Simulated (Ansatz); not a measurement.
System: zincblende GaSb, space group F-43m, 2 atoms in the primitive cell, volume scaled by a factor 0.94; cubic a = 5.993 Å. Run without spin-orbit coupling: PBE, Ansatz PAW, 8×8×8 k mesh, 420 eV cutoff, Fermi-Dirac smearing of 0.05 eV (Ansatz). Run with it: PBE, Ansatz PAW, 8×8×8 k mesh, 420 eV cutoff, Fermi-Dirac smearing of 0.05 eV (Ansatz). Neither carries moments.

Without spin-orbit coupling the direct gaps are 0.48 eV at Γ and 1.79 eV at L.

> What does spin-orbit coupling change near the gap?

The threefold valence top at Γ (six states with spin) splits into a fourfold level on top and a twofold one 0.73 eV below it, the split-off level. The vertical gap goes from 0.48 to 0.26 eV at Γ and from 1.79 to 1.60 eV at L. A third of the splitting is 0.24 eV, which accounts for the change at Γ: the fourfold level rises by about that much. The smallest gap over all k points computed narrows from 0.48 eV (valence top at Γ, conduction bottom at Γ) to 0.26 eV.

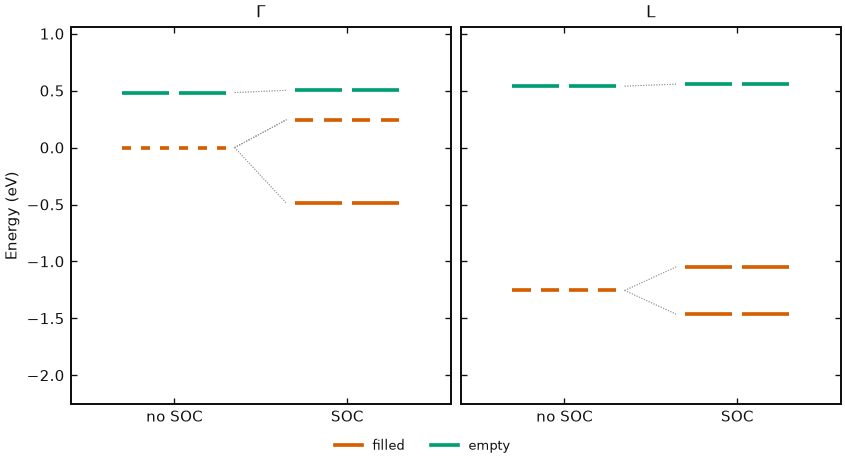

Levels at Γ and L, each bar one state with spin counted. Zero is the valence top without spin-orbit coupling, and the two sets are aligned on the mean of the six top valence states at Γ.

LDA, GGA and most meta-GGA functionals understate gaps.
